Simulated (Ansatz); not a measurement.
Single-point calculation of TaN

The run: single-point calculation of TaN (I4/mmm, 2 atoms in the cell). Method and program: DFT PBE, scalar-relativistic, plane waves, PAW, no spin polarisation (Ansatz 0.2.0).

The structure derives from an entry of the Crystallography Open Database. It belongs to a series of runs on one base structure; here: strain -0.050 along x and y, +0.000 along z, atoms carried along.

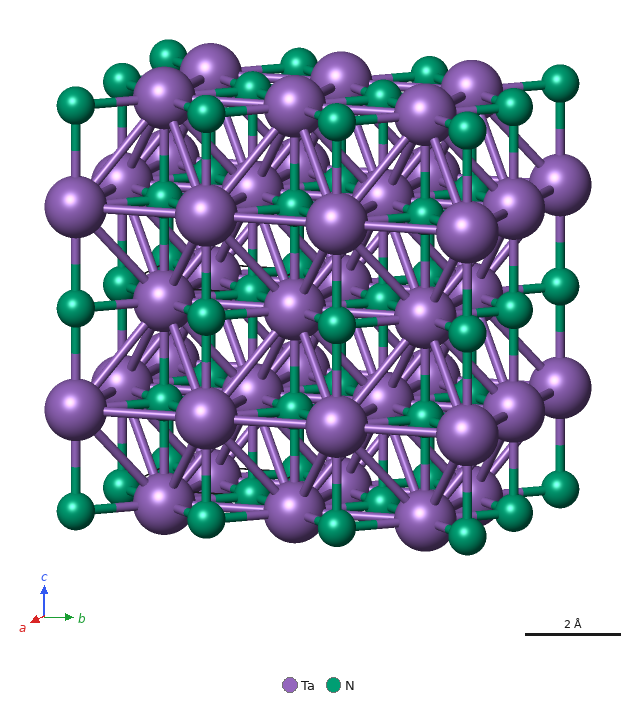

*The input geometry (ball-and-stick view of the cell 2 times as large as that of the calculation, set on its symmetry axes, repeated 2 × 3 × 2, seen slightly off an axis).*

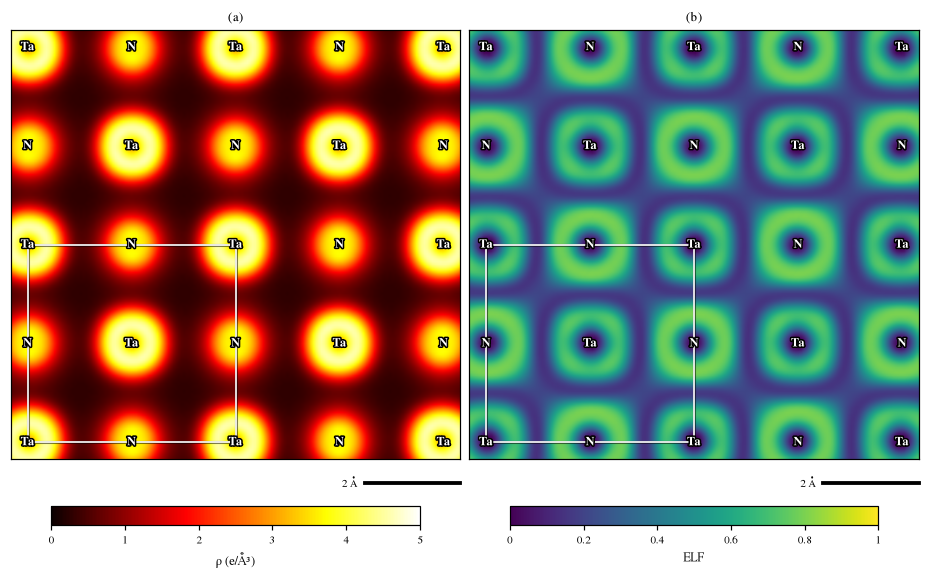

*(a) valence pseudo-density; (b) electron localisation function on the (110) plane of the conventional cell.*

Ta–N (2.07 Å): ρ is about 0.73 e/Å³ halfway; the ELF peaks at about 0.80 in the valence shell of N, 0.6 Å from its nucleus, and drops to about 0.15 between the two atoms (no shared pair; the contact is polar). Ta–N (2.18 Å): ρ is about 0.56 e/Å³ halfway; the ELF is about 0.15 at the midpoint; no shared pair; the contact is polar. Ta–Ta (3.01 Å): ρ at the midpoint is about 0.27 e/Å³; the ELF is about 0.20 at the midpoint (no shared electron pair). Away from the nuclei the density in this plane falls to 0.27 e/Å³ at its lowest. The strong features right at Ta lie inside the PAW spheres (semicore, d or f shells) and say nothing about bonding. In a PAW calculation such maps are meaningful between the atoms, not at the nuclei.

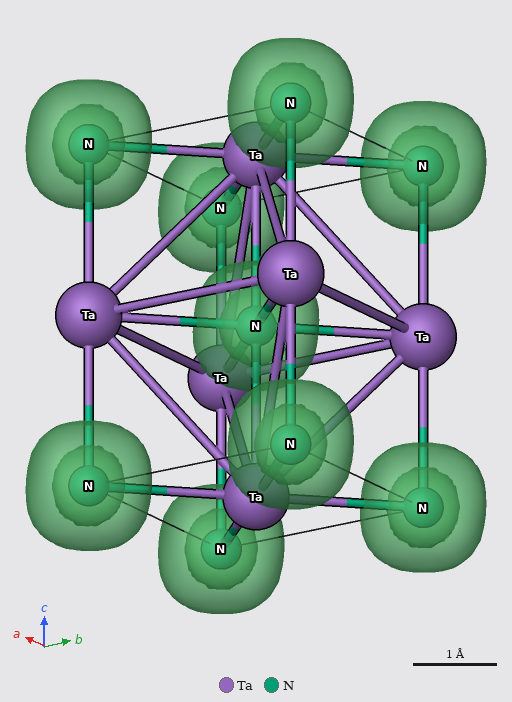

*Isosurface of the ELF at 0.7 (green), seen at an oblique angle. Core shells and regions of very low density are left out. Sticks mark near contacts. The outline is the cell set on symmetry axes.*

Profiles from the grid: Ta–N (2.07 Å): the ELF peaks at about 0.80 in the valence shell of N, 0.6 Å from its nucleus, and drops to about 0.15 between the two atoms (no shared pair; the contact is polar). Ta–Ta (2.93 Å): the ELF is about 0.20 at the midpoint; no shared electron pair.

The input that produced these results follows, with the program's output.

Input file:
```yaml
crystal:
  lattice:
    - [0.0, 2.07005, 2.179]
    - [2.07005, 0.0, 2.179]
    - [2.07005, 2.07005, 0.0]
  atoms:
    - { symbol: Ta, position: [0.5, 0.5, 0.5] }
    - { symbol: "N", position: [0.0, 0.0, 0.0] }
basis:
  ecutwfc: 420
kpoints:
  mp_grid: { grid: [18, 18, 18] }
hamiltonian:
  xc: pbe
scf:
  occupations: { method: gaussian, width: 0.15 }
output:
  forces: true
  stress: true
  eigenvalues: true
  write_density: true
  write_potential: true
  elf: true
  volumetric_format: npy
```

Launch command:
```bash
ansatz run input.yaml --threads 1 --pin off --max-ram 2560MiB --backend cpu --events-out ev --progress --plain --runs-dir out
```

The program's output:
```
Engine: ansatz 0.2.0, x86_64-unknown-linux-gnu
Pseudopotentials: kind: paw
Pseudopotential: Ta, paw, valence charge 13, recommended cutoff 420 eV (normal), Ta.paw.azcp
Pseudopotential: N, paw, valence charge 5, recommended cutoff 420 eV (normal), N.paw.azcp
Functional definition: PBE
  parameter kappa = 0.804
  parameter beta = 0.06672455060314922
  exchange = pbe_x(kappa = kappa, mu = beta*pi^2/3)
  correlation = pbe_c(beta = beta)
Crystal: 2 atoms, lattice volume = 18.674 Å³
Basis set: ecut = 420 eV, 347 PW (Γ), exchange–correlation on 48×48×40 points (8 copies of the dense FFT grid, shifted against one another)
Bands: 13, of which v1, the nominal top of the filled ones, is band 9 counted from 1 (8 counted from 0)
Symmetry: 16 space group operations
Space group: I4/mmm (ITA 139), of the structure as read, at distance tolerance 2.7e-5 Å
k-points: 480 of 5832
Non-local potential: Ta, projectors of the file, l = 0: 3, l = 1: 2, l = 2: 2, l = 3: 1
Non-local potential: N, projectors of the file, l = 0: 2, l = 1: 2, l = 2: 1
PAW form: soft (Blöchl's): semilocal exchange-correlation on the pseudo side does not see the compensation charge
PAW one-centre angular grid: Ta, 590 points (default); XC on 64 Gauss nodes
PAW one-centre angular grid: N, 110 points (default); XC on 64 Gauss nodes
Initial density: superposition of atomic densities (neutral atoms: chi_scale 0, normalization atom), corrected by the library's trained network
Initial wavefunctions: pseudopotential atomic-orbital guess
Functional: x = pbe(κ = 0.804, μ = 0.2195149727645171), c = pbe(β = 0.06672455060314922)
SCF iter   1: F=—  HF=-10317.308519 eV  |F-HF|=—  |Δ(HF+E_count)|=         —  Δρ=4.31e-3  dr2=2.25e-3  ethr=1.77e-3  ⟨swp⟩=5.3  Hψ=31706  notcnv=0
preconditioner: auto → none  [metal: Δε(μ)=0.010 eV  Ē_g=12.349 eV  σ=0.150 eV  W_gap=0.04  n_scr=8 (ndim 8)  ℏωp=27.2 eV  f_vac=0.000  D(μ)=0.73/eV (n_scr^D=8)  sad-step TF]
SCF iter   2: F=—  HF=-10317.308705 eV  |F-HF|=—  |Δ(HF+E_count)|=   1.87e-4  Δρ=2.63e-3  dr2=9.80e-4  ethr=1.25e-5  ⟨swp⟩=1.7  Hψ=11388  notcnv=0
SCF iter   3: F=—  HF=-10317.308549 eV  |F-HF|=—  |Δ(HF+E_count)|=   1.56e-4  Δρ=4.70e-4  dr2=1.54e-5  ethr=5.45e-6  ⟨swp⟩=2.5  Hψ=9646  notcnv=0
SCF iter   4: F=—  HF=-10317.308541 eV  |F-HF|=—  |Δ(HF+E_count)|=   8.12e-6  Δρ=1.34e-4  dr2=9.57e-7  ethr=8.55e-8  ⟨swp⟩=2.1  Hψ=10202  notcnv=0
iter 5 did not close the SCF: its close was put off for the readings that it lacked (scf_convergence_deferred on its scf_iter line)
SCF iter   5: F=-10317.308541 eV  HF=-10317.308541 eV  |F-HF|=2.20e-8  |Δ(HF+E_count)|=   1.36e-7  Δρ=1.98e-5  dr2=3.07e-8  ethr=5.32e-9  ⟨swp⟩=2.9  Hψ=9379  notcnv=0
SCF iter   6: F=-10317.308541 eV  HF=-10317.308541 eV  |F-HF|=1.41e-9  |Δ(HF+E_count)|=   1.09e-8  Δρ=5.34e-6  dr2=2.01e-9  ethr=1.71e-10  ⟨swp⟩=5.8  Hψ=35059  notcnv=0
SCF 1 converged in 6 iterations: F = -10317.308541 eV  dr2 = 2.01e-9
  greatest PAW one-centre occupation: 0.999 electrons in one spin orbital (limit 2), on the Ta atom at site 0 (counted from 0), in its partial waves of l = 0
SCF converged after 6 iterations
Free energy (F): -10317.308541 eV
Harris-Foulkes:  -10317.308541 eV  (|F-HF|=1.41e-9)
Internal energy: -10317.300259 eV  (E = F + TS)
E sigma→0 (E₀):  -10317.304400 eV
Entropy (-TS):   -0.008282 eV (-4.141 meV/atom)
Fermi energy:    24.903048 eV
--- Per-component energies (eV) ---
  E_band       = 8.035263
  E_kinetic    = 512.789411
  E_local      = -497.342482  (includes V_loc(G=0)·N_el)
  E_nonlocal   = 62.487623
  E_hartree    = 176.062796
  E_xc         = -283.438389
  E_vxc        = -287.039030  (∫ρ·V_xc dr)
  E_paw        = -8526.233600  (= ΣΔE_a)
  E_vpaw       = -134.985382  (= ΣTr[D̂ρ^β])
  E_aug_tail   = 0.000306  (compensation charges beyond the density's cutoff)
  E_ewald      = -1761.625925
  E_smearing   = -0.008282  (= −TS)
  E_closure    = 0.000000  (closes the sum)
  Σ components = -10317.308541   (vs F -10317.308541, Δ=0.00e0)
--- Forces (eV/Å), atoms counted from 1 ---
  atom   1  Ta     0.00000000    -0.00000000    -0.00000000
  atom   2  N      0.00000000     0.00000000     0.00000000
  max |Σ_I F_I| component: 3.56e-29 eV/Å
--- Stress (GPa, compression-positive) ---
       84.338889       0.000000      -0.000000
        0.000000      84.338889      -0.000000
       -0.000000      -0.000000      34.274114
  P = ⅓ Tr σ = 67.6506 GPa (676.506 kbar)
--- Band table (eV; the first three rows and the last of 480) ---
  k-point 0: bands = ["-44.3517", "-10.5533", "-10.5472", "-10.5472", "4.9765", "20.4825", "20.8156", "20.8156", "21.9452", "22.6800", "22.6800", "24.2453", "25.4395"]
  k-point 1: bands = ["-44.3485", "-10.5963", "-10.5568", "-10.5493", "5.0742", "20.0983", "20.3759", "20.4908", "22.2027", "22.8081", "22.8529", "24.6093", "25.8271"]
  k-point 2: bands = ["-44.3392", "-10.7300", "-10.5722", "-10.5552", "5.3575", "19.2190", "19.5845", "19.7759", "22.6577", "23.1239", "23.1616", "25.5090", "26.7919"]
  k-point 479: bands = ["-44.2265", "-11.6833", "-10.9285", "-10.9285", "6.1535", "17.6400", "18.5554", "20.1830", "20.1830", "27.4820", "29.2456", "29.2456", "30.7646"]
```

Results in brief:

```json
{"quantity": "outcome", "value": "converged"}
{"quantity": "space group (tolerance 0.01 Å)", "value": "I4/mmm (139)"}
{"quantity": "electrons treated", "value": "18"}
{"quantity": "free energy", "value": "−10317.3085 eV"}
{"quantity": "Fermi energy", "value": "24.903 eV"}
{"quantity": "gap on the k-point mesh", "value": "none (metallic)"}
{"quantity": "pressure", "value": "67.65 GPa"}
{"quantity": "largest force (length of the vector)", "value": "under 0.001 eV/Å"}
{"quantity": "hardware", "value": "1 thread of Intel Xeon (Sapphire Rapids), 192 GiB of memory available, shared host"}
{"quantity": "wall time", "value": "7.2 s"}
{"quantity": "peak memory", "value": "0.44 GiB"}
```

Spin–orbit coupling is left out, which matters for Ta.
